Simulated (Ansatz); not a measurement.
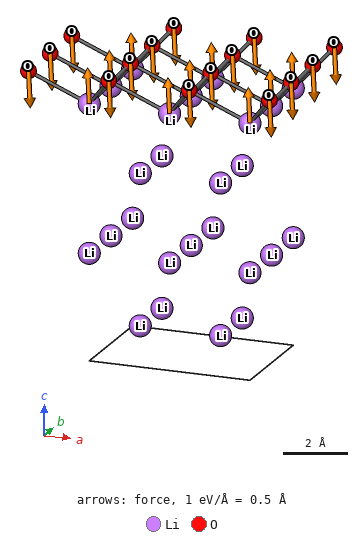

Starting geometry of a slab of composition Li4O (cut from the Im-3m phase) with the computed forces as orange arrows. Style: ball-and-stick. Shown: the 2 × 2 repeat of the cell, outlined in the plane, without the vacuum, slightly off an axis.

Case: O put at a hollow Li-Li-Li site. The slab is the (1 1 0) face of Li with O on it. 2 atoms are held fixed.

The calculation used DFT r2SCAN, scalar-relativistic, plane waves, PAW (Ansatz).

Input file:
```yaml
crystal:
  lattice:
    - [3.0112508063, 0.0, 0.0]
    - [-1.0037502688, 2.8390344867, 0.0]
    - [0.0, 0.0, 26.376027963]
  atoms:
    - { symbol: Li, position: [0.5, 0.5, 0.3222623214] }
    - { symbol: Li, position: [0.0, 0.0, 0.4154786309] }
    - { symbol: Li, position: [0.5, 0.5, 0.508096139] }
    - { symbol: Li, position: [0.0, 0.0, 0.5976326413] }
    - { symbol: O, position: [0.3333333333, 0.6666666667, 0.6370623841] }
basis:
  ecutwfc: 500
kpoints:
  mp_grid: { grid: [10, 10, 1] }
hamiltonian:
  xc: r2scan
scf:
  occupations: { method: gaussian, width: 0.1 }
output:
  forces: true
  eigenvalues: true
relax:
  adjacent_minimum: "off"
  f_tol: 0.03
  max_steps: 70
  constraints: [{ sites: [0, 1] }]
efield:
  axis: 3
  dipole_correction: true
  ramp_width: 0.04
```

Run as
```bash
ansatz run input.yaml --threads 1 --pin off --max-ram 2560MiB --backend cpu --events-out ev --progress --plain --runs-dir out
```

Question: Is this structure relaxed? If not, where do the atoms go?

Answer: It isn't relaxed: the largest force vector, on O5, is 2.40 eV/Å. The final displacements follow the starting forces only in part (cosine between the two patterns 0.41). After 17 geometry steps the energy has fallen by 5.104 eV per cell of the calculation. Largest force component: 2.4 eV/Å at the start, 0.026 eV/Å at the end. O5 moves most: 2.72 Å at 18° to the normal (−c side). By element the largest moves are O 2.72 Å, Li 1.23 Å. The lattice vectors keep their values. Near-neighbour distances that change, for instance: Li3–O5 4.157 → 2.042 Å, Li3–O5 (another image) 3.499 → 1.793 Å, Li3–Li4 3.409 → 2.114 Å, Li3–Li4 (another image) 2.933 → 2.371 Å. New bonds form: Li3–O5 (3.50 → 1.79 Å), Li3–O5 (4.16 → 2.04 Å). Bond angles that change, for instance: O5–Li4–O5 105.4° → 118.1°, Li4–O5–Li4 105.4° → 118.1°, Li4–O5–Li4 93.5° → 104.1°. The run took 5.7 min on 1 thread of Intel(R) Xeon(R) Platinum 8488C (Sapphire Rapids), on a shared host, peak memory 0.93 GiB.

Limits of the set-up: the periodic images lie only 3.0 Å apart, so the values are limited by the cell's size.
